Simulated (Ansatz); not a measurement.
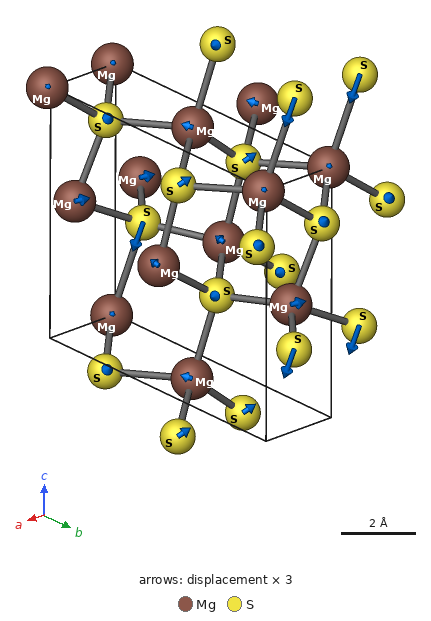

This is a relaxation of solid MgS (built on the zincblende type). The starting structure is drawn; blue arrows show the displacements (the part carried along by the change of the cell is left out), magnified 3 times.

A ball-and-stick model of the cell of the calculation, reduced to other axes, seen from a free direction. Lengths and directions refer to the drawn axes.

Case: shaken.

Method: DFT, PBEsol, plane waves, PAW (Ansatz). Settings: plane-wave cutoff 420 eV; k-point mesh 6 × 6 × 6; occupations fermi dirac; smearing width 0.05 eV; no spin polarisation; cell and atoms relaxed; force threshold 0.01 eV/Å; at most 120 steps.

### Atoms of which element are displaced furthest, and by how much?

Sulfur: up to 0.33 Å, against 0.16 Å for magnesium.

### What happened in the run?

An S atom moves most relative to the cell: 0.33 Å along [−1 −1 −3]. By element the largest moves are S 0.33 Å, Mg 0.16 Å. The volume changes by −1.1 %, with a 4.018 → 3.996 Å (−0.6 %), b 6.929 → 6.923 Å (−0.1 %), c 6.983 → 6.923 Å (−0.9 %), α 110.0° → 109.5°, β 90.4° → 90.1°, γ 91.6° → 90.1°. Among the contacts that change: Mg–S 2.830 → 2.447 Å, Mg–S 2.623 → 2.447 Å, Mg–S 2.277 → 2.447 Å, Mg–S 2.312 → 2.447 Å. Bond angles that change, for instance: S–Mg–S 95.0° → 109.4°, S–Mg–S 96.4° → 109.4°, S–Mg–S 120.9° → 109.4°. The space group (tolerance 0.01 Å) goes from P1 (No. 1) to I-4m2 (No. 119). Over 3 accepted moves (4 points after the start) the energy falls by 94.5 meV per atom. Largest force component: 1.4 eV/Å at the start, 0.00086 eV/Å at the end. Pressure: 0.40 GPa at the start and 0.01 GPa at the end. The SCF was repeated once at an unchanged geometry on a basis and grid sized afresh for the cell, which shifted the energy by less than 0.05 meV per atom at most.
